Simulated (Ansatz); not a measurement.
# Single-point calculation, with input and output: Be (charge −0.2)

The run: single-point calculation of Be (Im-3m, 1 atom in the cell, total charge −0.2). Method and program: DFT PBE, scalar-relativistic, plane waves, PAW, no spin polarisation (Ansatz 0.2.0).

The structure derives from a Materials Project entry.

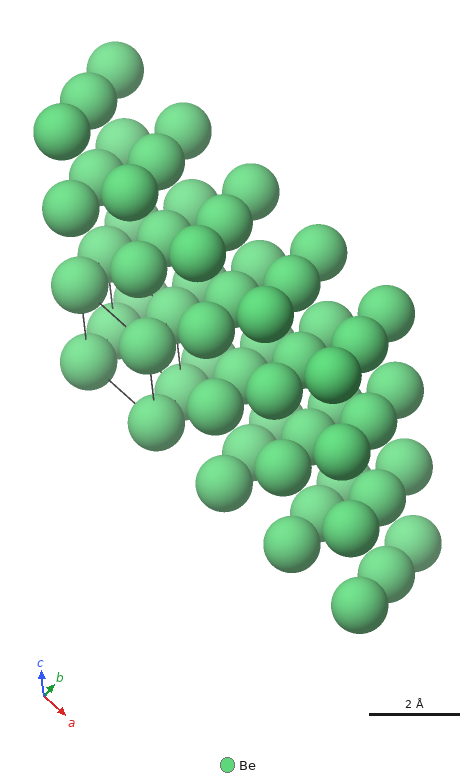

Fig. 1: The input geometry (spheres-only view of the cell of the calculation, repeated 4 × 2 × 3, seen slightly off an axis).

Results in brief

```json
{"quantity": "outcome", "value": "converged"}
{"quantity": "space group (tolerance 0.01 Å)", "value": "Im-3m (229)"}
{"quantity": "electrons treated", "value": "2.200"}
{"quantity": "free energy", "value": "−90.7949 eV"}
{"quantity": "Fermi energy", "value": "9.437 eV"}
{"quantity": "gap on the k-point mesh", "value": "none (metallic)"}
{"quantity": "pressure", "value": "−26.95 GPa"}
{"quantity": "largest force (length of the vector)", "value": "under 0.001 eV/Å"}
{"quantity": "hardware", "value": "1 thread of Arm Neoverse N1, 24 GiB of memory available, shared host"}
{"quantity": "wall time", "value": "22 s"}
{"quantity": "peak memory", "value": "0.24 GiB"}
```

Input file
```yaml
crystal:
  lattice:
    - [-1.2531209513, 1.2531209513, 1.2531209513]
    - [1.2531209513, -1.2531209513, 1.2531209513]
    - [1.2531209513, 1.2531209513, -1.2531209513]
  atoms:
    - { symbol: Be, position: [0.0, 0.0, 0.0] }
total_charge: -0.2
basis:
  ecutwfc: 420
  fft_grid_basis: typed
kpoints:
  mp_grid: { grid: [18, 18, 18] }
hamiltonian:
  xc: pbe
scf:
  occupations: { method: gaussian, width: 0.05 }
output:
  forces: true
  stress: true
  eigenvalues: true
  bader: true
  write_density: true
  volumetric_format: npy
```

Launch command:
```bash
ansatz run input.yaml --threads 1 --pin off --max-ram 2560MiB --backend cpu --events-out ev --progress --plain --runs-dir out
```

What the program printed
```
Engine: ansatz 0.2.0, aarch64-unknown-linux-gnu
Pseudopotentials: kind: paw
Pseudopotential: Be, paw, valence charge 2, recommended cutoff 420 eV (normal), Be.paw.azcp
Functional definition: PBE
  parameter kappa = 0.804
  parameter beta = 0.06672455060314922
  exchange = pbe_x(kappa = kappa, mu = beta*pi^2/3)
  correlation = pbe_c(beta = beta)
Crystal: 1 atoms, lattice volume = 7.871 Å³
Basis set: ecut = 420 eV, 141 PW (Γ), exchange–correlation on 30×30×30 points (8 copies of the dense FFT grid, shifted against one another)
Bands: 6, of which v1, the nominal top of the filled ones, is band 1 counted from 1 (0 counted from 0)
Symmetry: 48 space group operations
Space group: Im-3m (ITA 229), of the structure as read, at distance tolerance 2.0e-5 Å
k-points: 195 of 5832
Non-local potential: Be, projectors of the file, l = 0: 2, l = 1: 2, l = 2: 1
PAW form: soft (Blöchl's): semilocal exchange-correlation on the pseudo side does not see the compensation charge
PAW one-centre angular grid: Be, 110 points (default); XC on 64 Gauss nodes
Initial density: superposition of atomic densities (neutral atoms scaled as one to the charged cell's electrons: chi_scale 0, normalization atom), corrected by the library's trained network
Initial wavefunctions: pseudopotential atomic-orbital guess
Functional: x = pbe(κ = 0.804, μ = 0.2195149727645171), c = pbe(β = 0.06672455060314922)
SCF iter   1: F=—  HF=-90.796297 eV  |F-HF|=—  |Δ(HF+E_count)|=         —  Δρ=1.57e-3  dr2=1.03e-4  ethr=1.77e-3  ⟨swp⟩=4.9  Hψ=9908  notcnv=0
preconditioner: auto → none  [metal: Δε(μ)=0.012 eV  Ē_g=21.396 eV  σ=0.050 eV  W_gap=0.14  n_scr=0 (ndim 8)  ℏωp=19.6 eV  f_vac=0.000  D(μ)=0.95/eV (n_scr^D=12)]
SCF iter   2: F=—  HF=-90.795196 eV  |F-HF|=—  |Δ(HF+E_count)|=   1.10e-3  Δρ=6.96e-4  dr2=1.82e-5  ethr=4.68e-6  ⟨swp⟩=1.9  Hψ=2915  notcnv=0
SCF iter   3: F=—  HF=-90.794897 eV  |F-HF|=—  |Δ(HF+E_count)|=   3.00e-4  Δρ=5.29e-5  dr2=1.24e-7  ethr=8.26e-7  ⟨swp⟩=2.0  Hψ=1286  notcnv=0  defer=6
iter 4 did not close the SCF: its close was put off for the readings that it lacked (scf_convergence_deferred on its scf_iter line)
SCF iter   4: F=-90.794941 eV  HF=-90.794941 eV  |F-HF|=4.86e-10  |Δ(HF+E_count)|=   4.46e-5  Δρ=3.31e-6  dr2=5.59e-10  ethr=5.65e-9  ⟨swp⟩=1.0  Hψ=1068  notcnv=0  defer=6
iter 5 did not close the SCF: its close was put off for the readings that it lacked (scf_convergence_deferred on its scf_iter line)
SCF iter   5: F=-90.794941 eV  HF=-90.794941 eV  |F-HF|=8.95e-13  |Δ(HF+E_count)|=  4.16e-10  Δρ=1.71e-7  dr2=4.19e-13  ethr=2.54e-11  ⟨swp⟩=2.0  Hψ=1283  notcnv=0  defer=6
SCF iter   6: F=-90.794941 eV  HF=-90.794941 eV  |F-HF|=1.42e-14  |Δ(HF+E_count)|=  9.81e-13  Δρ=5.16e-9  dr2=4.66e-16  ethr=1.00e-12  ⟨swp⟩=2.8  Hψ=4439  notcnv=0
SCF 1 converged in 6 iterations: F = -90.794941 eV  dr2 = 4.66e-16
  greatest PAW one-centre occupation: 0.382 electrons in one spin orbital (limit 2), on the Be atom at site 0 (counted from 0), in its partial waves of l = 0
```

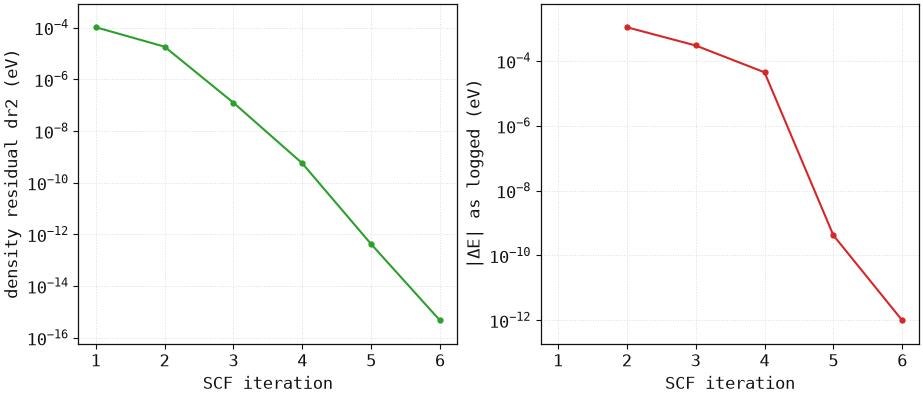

Fig. 2: Convergence of the self-consistent field: density residual dr2 and size of the energy change against the SCF iteration. The residual falls at every step.

```
SCF converged after 6 iterations
Free energy (F): -90.794941 eV
Harris-Foulkes:  -90.794941 eV  (|F-HF|=1.42e-14)
Internal energy: -90.793751 eV  (E = F + TS)
E sigma→0 (E₀):  -90.794346 eV
Entropy (-TS):   -0.001190 eV (-1.190 meV/atom)
Fermi energy:    9.437052 eV
--- Per-component energies (eV) ---
  E_band       = 7.549400
  E_kinetic    = 24.508654
  E_local      = 3.226186  (includes V_loc(G=0)·N_el)
  E_nonlocal   = 4.899526
  E_hartree    = 0.022378
  E_xc         = -21.924030
  E_vxc        = -23.587721  (∫ρ·V_xc dr)
  E_paw        = -59.707940  (= ΣΔE_a)
  E_vpaw       = -1.542002  (= ΣTr[D̂ρ^β])
  E_aug_tail   = -0.000001  (compensation charges beyond the density's cutoff)
  E_ewald      = -41.818526
  E_smearing   = -0.001190  (= −TS)
  E_closure    = -0.000000  (closes the sum)
  E_deformation_potential = -3.500553  (in the stress; not in F)
  Σ components = -90.794941   (vs F -90.794941, Δ=0.00e0)
--- Forces (eV/Å), atoms counted from 1 ---
  atom   1  Be    -0.00000000     0.00000000    -0.00000000
  max |Σ_I F_I| component: 6.16e-33 eV/Å
--- Stress (GPa, compression-positive) ---
      -26.947741      -0.000000       0.000000
        0.000000     -26.947741       0.000000
        0.000000      -0.000000     -26.947741
  P = ⅓ Tr σ = -26.9477 GPa (-269.477 kbar)
--- Band table (eV; the first three rows and the last of 195) ---
  k-point 0: bands = ["-3.4985", "28.1353", "28.1353", "28.1353", "39.3800", "39.3800"]
  k-point 1: bands = ["-3.3903", "27.5934", "27.6947", "28.0068", "37.9445", "38.0941"]
  k-point 2: bands = ["-3.0654", "25.9376", "26.6331", "27.6326", "35.7969", "36.1227"]
  k-point 194: bands = ["12.7091", "12.7091", "12.7091", "18.5317", "18.5317", "27.0682"]
--- Bader charges: 1 site ---
  site symbol  charge [e]  shift [e]
     0     Be     -0.2000     0.0000
  estimated error of the sums over rays = 2.0e-8 e
```
